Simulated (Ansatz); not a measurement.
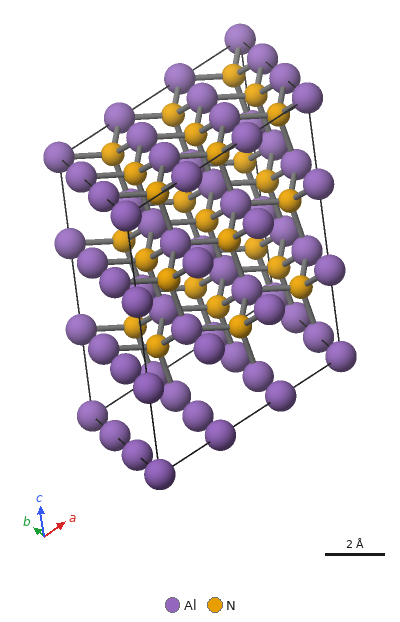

Figure 1. The structure as given in the input (ball-and-stick view of the cell of the calculation, seen slightly off an axis). An atom can appear more than once, as a periodic image. Near neighbours in the periodic cell (some may lie outside the picture): Al has 4 N at 1.89 to 1.90 Å; Al has 3 N at 1.88 Å; N has 4 Al at 1.88 to 1.90 Å.

# Run report: Al27N26, single-point calculation (part 1 of 2)

Al27N26 (defect cell, 53 atoms in the cell), computed with DFT PBE, scalar-relativistic, plane waves, PAW, spin-polarised (Ansatz 0.2.0).

The structure derives from a Materials Project entry.

**Input file**
```yaml
crystal:
  lattice:
    - [0.0, 6.551981, 6.551981]
    - [6.551981, 0.0, 6.551981]
    - [6.551981, 6.551981, 0.0]
  atoms:
    - { symbol: Al, position: [0.0003926466, 0.0004165948, -0.0001332948] }
    - { symbol: Al, position: [1.43351e-05, 3.49769e-05, 0.3339324295] }
    - { symbol: Al, position: [2.66696e-05, 3.5698e-05, 0.6665602844] }
    - { symbol: Al, position: [2.58957e-05, 0.3344554454, -0.0004943162] }
    - { symbol: Al, position: [-0.0017275854, 0.3345556458, 0.3338591379], spin: 0.01 }
    - { symbol: Al, position: [9.0521e-06, 0.3344581808, 0.6665717169] }
    - { symbol: Al, position: [3.99519e-05, 0.6671008405, -0.0005063439] }
    - { symbol: Al, position: [2.26979e-05, 0.6671159915, 0.333926628] }
    - { symbol: Al, position: [-0.0001641637, 0.667249986, 0.6667337126] }
    - { symbol: Al, position: [0.3344457508, 3.40839e-05, -0.0005100025] }
    - { symbol: Al, position: [0.3344948141, -0.0017576015, 0.3339142163], spin: 0.01 }
    - { symbol: Al, position: [0.3344456609, 2.2436e-05, 0.666584327] }
    - { symbol: Al, position: [0.3344064385, 0.3344171528, -0.002257461], spin: 0.01 }
    - { symbol: Al, position: [0.3344007917, 0.3344332728, 0.3339905408], spin: 0.01 }
    - { symbol: Al, position: [0.3341422398, 0.3341408306, 0.6661234552] }
    - { symbol: Al, position: [0.3344529469, 0.6670988866, -0.0005104187] }
    - { symbol: Al, position: [0.3341362792, 0.6666652793, 0.3336210721] }
    - { symbol: Al, position: [0.3341495224, 0.6666616225, 0.6661196217] }
    - { symbol: Al, position: [0.6670929804, 5.51458e-05, -0.0005193406] }
    - { symbol: Al, position: [0.6671012586, 4.0723e-05, 0.3339279096] }
    - { symbol: Al, position: [0.6672456995, -0.0001588016, 0.6667324508] }
    - { symbol: Al, position: [0.6670703805, 0.3344615768, -0.000501514] }
    - { symbol: Al, position: [0.6666496049, 0.3341430893, 0.3336265608] }
    - { symbol: Al, position: [0.6666513663, 0.3341540317, 0.6661161523] }
    - { symbol: Al, position: [0.6672507873, 0.667261505, -0.0006874564] }
    - { symbol: Al, position: [0.6666533298, 0.6666763651, 0.3336164253] }
    - { symbol: Al, position: [0.6672526844, 0.6672590465, 0.66672528] }
    - { symbol: "N", position: [0.2501239514, 0.2501253974, 0.5828668297] }
    - { symbol: "N", position: [0.2501277127, 0.250126308, 0.9173985987] }
    - { symbol: "N", position: [0.2501419915, 0.5833500913, 0.2496115727] }
    - { symbol: "N", position: [0.2502464527, 0.5837830572, 0.5832544186] }
    - { symbol: "N", position: [0.2501565493, 0.5833572018, 0.9174129932] }
    - { symbol: "N", position: [0.2501353005, 0.9179786341, 0.2496221085] }
    - { symbol: "N", position: [0.2501335194, 0.9179770514, 0.5828135745] }
    - { symbol: "N", position: [0.2504344715, 0.9170488818, 0.9165308156] }
    - { symbol: "N", position: [0.5833284577, 0.2501529926, 0.2496198466] }
    - { symbol: "N", position: [0.5837705759, 0.2502525684, 0.5832599255] }
    - { symbol: "N", position: [0.5833307563, 0.2501596934, 0.9174279787] }
    - { symbol: "N", position: [0.5837784202, 0.5837923039, 0.2497280177] }
    - { symbol: "N", position: [0.5837848196, 0.5837949236, 0.5832467662] }
    - { symbol: "N", position: [0.5837711862, 0.5837802155, 0.9165013415] }
    - { symbol: "N", position: [0.583374135, 0.9179769997, 0.2496031797] }
    - { symbol: "N", position: [0.5837671012, 0.9170327488, 0.5832470462] }
    - { symbol: "N", position: [0.5837679163, 0.917032585, 0.916505158] }
    - { symbol: "N", position: [0.9179501449, 0.2501472563, 0.2496402489] }
    - { symbol: "N", position: [0.9179634323, 0.2501539482, 0.5827964396] }
    - { symbol: "N", position: [0.9170264638, 0.2504622076, 0.9165287151] }
    - { symbol: "N", position: [0.9179235086, 0.5834326012, 0.2496028954] }
    - { symbol: "N", position: [0.9170249762, 0.5837774776, 0.5832468352] }
    - { symbol: "N", position: [0.9170206559, 0.5837789389, 0.9165068054] }
    - { symbol: "N", position: [0.9170546255, 0.9170697122, 0.2499101274] }
    - { symbol: "N", position: [0.9170247129, 0.9170258681, 0.5832525062] }
    - { symbol: "N", position: [0.9170500511, 0.9170681584, 0.9165100404] }
magnetization:
  spin_polarized: true
basis:
  ecutwfc: 420
  fft_grid_basis: typed
kpoints:
  mp_grid: { grid: [2, 2, 2] }
hamiltonian:
  xc: pbe
  pseudopotentials: { kind: paw }
scf:
  occupations: { method: gaussian, width: 0.05 }
  n_extra_bands: 19
output:
  forces: true
  stress: false
  eigenvalues: true
  bader: false
  write_density: false
  volumetric_format: npy
  populations: true
  band_densities:
    - { e_range: [-0.25, 0.25] }
    - { e_range: [-1.2, 0.0] }
    - { e_range: [0.0, 1.2] }
  dos:
    e_range: [-30, 8]
    de: 0.02
    method: { smearing: { sigma: 0.03, scheme: gaussian } }
    projected: { site_lists: { Al: [Al], "N": ["N"] } }
checkpoint:
  read: start.run
  write: ck
  compress: false
  write_wavefunctions: false
  write_every: 100000
```

Machine: 4 threads of Arm Neoverse V1, 24 GiB of memory available, shared host.

Command:
```bash
ansatz run input.yaml --threads 4 --pin off --max-ram 10240MiB --backend cpu --events-out ev --progress --plain --runs-dir out
```

**Log**
```
Warning: the band count 125 (scf.n_extra_bands) hosts the net moment |M| = 0.0400 μB (N_el = 211) but caps the reachable moment at 2·n_bands − N_el = 39.0000 μB, below the 159 bands that the automatic rule leaves for it — a moment growing past the seed, or the majority channel's smearing tail, pins there with fewer empty majority states than that count leaves; raise or omit scf.n_extra_bands unless the cap is intended
Warning: checkpoint.read: spin seed differs: saved 654223e3174e…, current d9361771eebb…; the loaded state replaces the seed-built initial guess (but the starting_ns of a DFT+U solve that opens without the state's occupation matrices), so the run may converge into the producing seed's basin, or, where the symmetry group that follows from this deck's starting moments and starting_ns does not hold the saved magnetisation, lose that magnetisation at its first build. Where atoms have moved since the state was saved, this difference can also decide whether moments are moved with them. A self-consistent run of this deck without the state starts from its starting moments and, under a DFT+U term, its starting_ns
scf.n_extra_bands = 19 over 106 filled bands (N_el = 211.0): the run solves 125 bands
Engine: ansatz 0.2.0, aarch64-unknown-linux-gnu
Pseudopotentials: kind: paw
Pseudopotential: Al, paw, valence charge 3, recommended cutoff 420 eV (normal), Al.paw.azcp
Pseudopotential: N, paw, valence charge 5, recommended cutoff 420 eV (normal), N.paw.azcp
Functional definition: PBE
  parameter kappa = 0.804
  parameter beta = 0.06672455060314922
  exchange = pbe_x(kappa = kappa, mu = beta*pi^2/3)
  correlation = pbe_c(beta = beta)
Crystal: 53 atoms, lattice volume = 562.533 Å³
Basis set: ecut = 420 eV, 10969 PW (Γ), exchange–correlation on 128×128×128 points (8 copies of the dense FFT grid, shifted against one another)
Bands: 125, of which v1, the nominal top of the filled ones, is band 106 counted from 1 (105 counted from 0)
Symmetry: 1 space group operations
Space group: P1 (ITA 1), of the structure as read, at distance tolerance 8.3e-5 Å
Magnetic group: BNS 1.1 (UNI 1), of the structure as read, at distance tolerance 8.3e-5 Å
k-points: 8
Non-local potential: Al, projectors of the file, l = 0: 2, l = 1: 2, l = 2: 1
Non-local potential: N, projectors of the file, l = 0: 2, l = 1: 2, l = 2: 1
PAW form: soft (Blöchl's): semilocal exchange-correlation on the pseudo side does not see the compensation charge
PAW one-centre angular grid: Al, 110 points (default); XC on 64 Gauss nodes
PAW one-centre angular grid: N, 110 points (default); XC on 64 Gauss nodes
Initial density: read from a saved state, or passed on in memory by an earlier SCF of this step, an earlier step, the calling program or the single point that the run made first
Stability of the state it starts from, as read at its close in the collinear treatment: not read negative (Ritz values of 1 − χ₀K, real part plus size of imaginary part, from 1.1 to 1.1, by its mixing steps under no symmetry); its run was given moments
Starting moments: Σ|m| = 0.04 μB on 4 of 53 sites; this step starts from the density that it was given
Initial wavefunctions: pseudopotential atomic-orbital guess
Functional: x = pbe(κ = 0.804, μ = 0.2195149727645171), c = pbe(β = 0.06672455060314922)
iter 1 solved again at ethr=2.29e-8 eV; its pass at ethr=3.10e-3 eV (dr2=4.83e-5 eV) is discarded
SCF iter   1: F=—  HF=-24564.014559 eV  |F-HF|=—  |Δ(HF+E_count)|=         —  Δρ=7.29e-7 (↑6.42e-7 ↓7.29e-7)  dr2=1.14e-8  dr2_m=1.60e-10  M=0.745 μB ∫|m|=0.802 μB  β_m=0.30  ethr=2.29e-8  ⟨swp⟩=3.8  Hψ=14885  notcnv=0
preconditioner: auto → Resta (q_TF=auto, 2.317 Å⁻¹)  ε∞=5.5  [insulator: Δε(μ)=0.101 eV  Ē_g=10.689 eV  σ=0.050 eV  W_gap=0.65  n_scr=112 (ndim 8)  ℏωp=22.7 eV  f_vac=0.000  D(μ)=4.51/eV (n_scr^D=14)  ε∞_Penn≈5.5]
spin=Collinear: Resta preconditioning applied to the charge; magnetization (m = ρ↑ − ρ↓) channel mixes plain (no charge-response kernel on spin).
SCF iter   2: F=-24564.014559 eV  HF=-24564.014559 eV  |F-HF|=8.59e-10  |Δ(HF+E_count)|=   2.18e-8  Δρ=4.52e-7 (↑4.47e-7 ↓4.52e-7)  dr2=5.35e-9  dr2_m=9.56e-11  M=0.745 μB ∫|m|=0.802 μB  ethr=5.43e-12  ⟨swp⟩=7.7  Hψ=6723  notcnv=0
SCF 1 converged in 2 iterations: F = -24564.014559 eV  dr2 = 5.35e-9
  greatest PAW one-centre occupation: 0.791 electrons in one spin orbital (limit 2), on the N atom at site 47 (counted from 0), in its partial waves of l = 0
SCF converged after 2 iterations
Magnetization: 0.7451 μB (105.8726 up, 105.1274 down)
Absolute magnetization: 0.8025 μB (∫|ρ↑−ρ↓|, with the PAW one-centre terms)
Spin contamination: 0.0015 ħ² per cell (⟨S²⟩ above its minimum at these occupations)
Per-site moments (μB) at R_I (Å): [(0.0009044696283677536, 0.7803305538752733), (0.001002502789973597, 0.7780784443894362), (0.0010015503533379166, 0.7780768068753307), (0.0010027576384365802, 0.7780890974080499), (0.008770381323300153, 0.7767432771305569), (0.0010017868293752002, 0.7780760227817677), (0.0010039544774235701, 0.7781033174081062), (0.0010038645576837294, 0.7780789050342589), (0.0010361479021414037, 0.7794844049778584), (0.0010029758440016287, 0.778085005880435), (0.008759058140629827, 0.7767538121960698), (0.0010022362746576982, 0.7780827475538077), (0.00878125068614974, 0.7768579857004502), (0.00876343427132112, 0.7767433246493046), (0.0023285631324080716, 0.7790433758426523), (0.001003619899996959, 0.7780727043902943), (0.0023206376206532865, 0.779059011853334), (0.0023214835287935763, 0.7790651490972306), (0.001001959505004376, 0.7780879741020624), (0.0010020112773866119, 0.7780755527728297), (0.0010358842879936016, 0.7794913107353862), (0.0010016691944537525, 0.7780738950725977), (0.0023207548998897655, 0.7790590747417904), (0.002321195680456575, 0.7790751297968218), (0.0010360961149585843, 0.7794832585101339), (0.0023286503441719846, 0.7790495513602044), (0.0010361683930086643, 0.7794907847411501), (0.0020633248738217785, 0.7767433246493046), (0.0020739028252391278, 0.7768579857004502), (0.002050125269353492, 0.7768708170091561), (-0.0008173072849767422, 0.779059011853334), (0.0020569000973730965, 0.7769416939698904), (0.0020406203174816334, 0.7768668869042943), (0.0020373590825161184, 0.7768166148841111), (-0.0006492732815046736, 0.7800364249167477), (0.002041600117059992, 0.7769048801086602), (-0.0008171856351774022, 0.7790433758426523), (0.0020455372591012743, 0.7768929603179401), (-0.0008172871400306797, 0.7790864594422422), (-0.000817234785169617, 0.7790495513602044), (-0.00033850907513492283, 0.7780727043902943), (0.002058870470976755, 0.7767538121960698), (-0.0003384120341234068, 0.7780755527728297), (-0.00034063537389606124, 0.778085005880435), (0.002050386032264473, 0.7769717838455432), (0.002043740136908193, 0.7769339010987124), (-0.0006494269140398097, 0.7800662231190455), (0.002078613083589431, 0.7767432771305569), (-0.0003423849439099335, 0.7780760227817677), (-0.0003452264062285871, 0.7780890974080499), (-0.0006493887662634382, 0.7800389900726938), (-0.00033587488967449543, 0.7780768068753307), (-0.0006494446869856335, 0.7800465566716018)]
Free energy (F): -24564.014559 eV
Harris-Foulkes:  -24564.014559 eV  (|F-HF|=8.59e-10)
Internal energy: -24564.008925 eV  (E = F + TS)
E sigma→0 (E₀):  -24564.011742 eV
Entropy (-TS):   -0.005634 eV (-0.106 meV/atom)
Fermi energy:    10.264129 eV
--- Per-component energies (eV) ---
  E_band       = 387.572669
  E_kinetic    = 4166.274224
  E_local      = -6019.853476  (includes V_loc(G=0)·N_el)
  E_nonlocal   = 1453.566458
  E_hartree    = 2114.995855
  E_xc         = -2685.787145
  E_vxc        = -2833.786447  (∫ρ·V_xc dr)
  E_paw        = -15941.743876  (= ΣΔE_a)
  E_vpaw       = -608.622553  (= ΣTr[D̂ρ^β])
  E_aug_tail   = 0.002536  (compensation charges beyond the density's cutoff)
  E_ewald      = -7651.463502
  E_smearing   = -0.005634  (= −TS)
  E_closure    = 0.000000  (closes the sum)
  Σ components = -24564.014559   (vs F -24564.014559, Δ=0.00e0)
```
